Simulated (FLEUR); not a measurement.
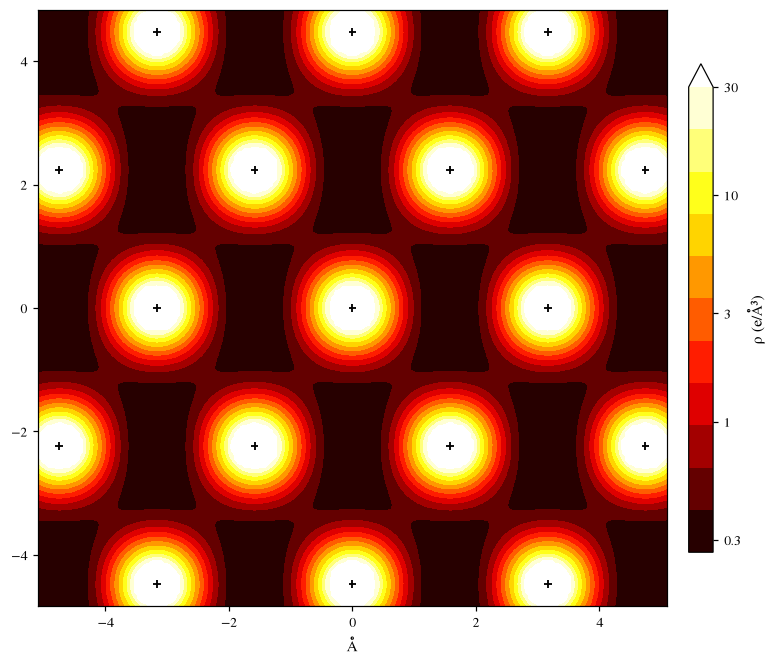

The total electron density on a plane through atoms (crosses mark nuclei in the plane).

Level of theory: Kohn-Sham DFT of a periodic cell, PBEsol, all-electron (FLEUR MaX-R8.1 (later development tree)).

Candidates:
A. W, a = 3.16 Å, b = 3.16 Å, c = 3.16 Å, α = 90.00°, β = 90.00°, γ = 90.00°. Space group Im-3m.
B. ZrC, a = 4.81 Å, b = 4.81 Å, c = 4.81 Å, α = 90.00°, β = 90.00°, γ = 90.00°. Space group Fm-3m.

**Which candidate gave the map?**

Candidate A: W on the (101) plane of the conventional cell, which holds W. W–W (2.74 Å): ρ at the midpoint is about 0.42 e/Å³.
